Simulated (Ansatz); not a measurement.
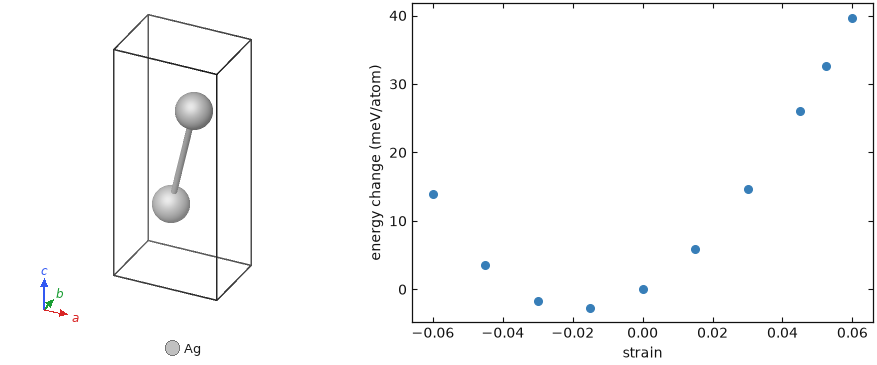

The picture above shows the energy change against strain for Ag, space group P6_3/mmc (No. 194). The cell is drawn beside the plot.

Structure:
```yaml
crystal:
  lattice:
    - [2.93000, 0.00000, 0.00000]
    - [-1.46500, 2.53745, 0.00000]
    - [0.00000, 0.00000, 4.79000]
  atoms:
    - { symbol: Ag, position: [0.33333, 0.66667, 0.25000] }
    - { symbol: Ag, position: [0.66667, 0.33333, 0.75000] }
```

Computed with Ansatz 0.2.0: homogeneous strain of a crystal along one Voigt pattern with engineering shear, fractional coordinates fixed, by plane-wave density functional theory with PAW datasets, free energies less that of the undisturbed cell, pressure positive in compression; scalar-relativistic. Level: r2SCAN, no spin polarisation.

wave cutoff 500 eV; k mesh 18×18×10; occupations Gaussian; smearing width 0.15 eV; k shift (0, 0, 0) (mesh steps); start as given; strain pattern (0, 1, 0, 0, 0, 0) (xx yy zz yz xz xy with engineering shear).

From this curve and the settings, what does the calculation give for the tensile stress summed over the strain pattern and pressure at the same points?

The tensile stress summed over the strain pattern rises from −7.8 GPa at strain −0.0600 to 8.7 GPa at 0.0600, and changes sign near −0.019. The pressure falls from 4.3 GPa at strain −0.0600 to −6.6 GPa at 0.0600, and changes sign near −0.026.

```json
{"strain": "-0.0600", "tensile stress summed over the strain pattern (GPa)": "-7.8", "pressure (GPa)": "4.3"}
{"strain": "-0.0450", "tensile stress summed over the strain pattern (GPa)": "-4.6", "pressure (GPa)": "2.2"}
{"strain": "-0.0300", "tensile stress summed over the strain pattern (GPa)": "-1.8", "pressure (GPa)": "0.4"}
{"strain": "-0.0150", "tensile stress summed over the strain pattern (GPa)": "0.6", "pressure (GPa)": "-1.2"}
{"strain": "0.0000", "tensile stress summed over the strain pattern (GPa)": "2.6", "pressure (GPa)": "-2.6"}
{"strain": "0.0150", "tensile stress summed over the strain pattern (GPa)": "4.4", "pressure (GPa)": "-3.8"}
{"strain": "0.0300", "tensile stress summed over the strain pattern (GPa)": "6.1", "pressure (GPa)": "-4.9"}
{"strain": "0.0450", "tensile stress summed over the strain pattern (GPa)": "7.5", "pressure (GPa)": "-5.8"}
{"strain": "0.0525", "tensile stress summed over the strain pattern (GPa)": "8.2", "pressure (GPa)": "-6.2"}
{"strain": "0.0600", "tensile stress summed over the strain pattern (GPa)": "8.7", "pressure (GPa)": "-6.6"}
```

Note: reference crystal is not relaxed.
